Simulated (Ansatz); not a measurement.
```
Bi Te
1.0
     4.38600    0.00000    0.00000
    -2.19300    3.79839    0.00000
     0.00000    0.00000   30.49700
Bi Te
6 9
Direct
  0.33333 0.66667 0.06667
  0.00000 0.00000 0.40000
  0.66667 0.33333 0.73333
  0.33333 0.66667 0.26667
  0.00000 0.00000 0.60000
  0.66667 0.33333 0.93333
  0.00000 0.00000 0.00000
  0.66667 0.33333 0.33333
  0.33333 0.66667 0.66667
  0.00000 0.00000 0.20950
  0.66667 0.33333 0.54283
  0.33333 0.66667 0.87617
  0.66667 0.33333 0.12383
  0.33333 0.66667 0.45717
  0.00000 0.00000 0.79050
```

Space group R-3m.

Method: Ansatz 0.2.0, DFT PBEsol, plane waves, PAW.

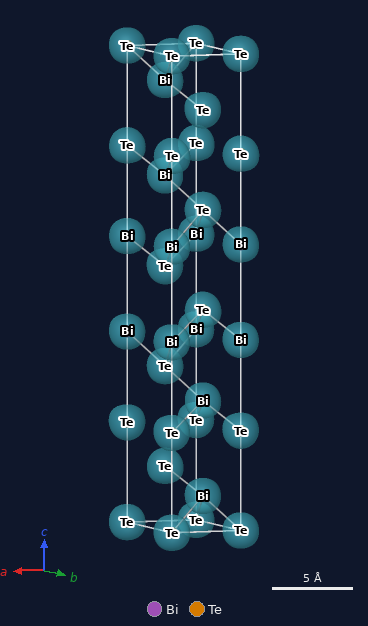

Bi2Te3. Isosurface of the valence charge density (pseudo) at 0.4 e/Å³ (cyan), seen at an oblique angle. Sticks mark near contacts.

Q: How is the density connected at this value?

A: At this value the density breaks into separate islands; it holds about 75 % of the electrons treated as valence. It bridges none of the near contacts. It is pinched off along the shortest Bi–Te (3.07 Å) and Bi–Te (3.25 Å) contacts. On the grid the lowest density along these lines, outside the cores, is 0.28 e/Å³ (Bi–Te, 3.07 Å) and 0.2 e/Å³ (Bi–Te, 3.25 Å).
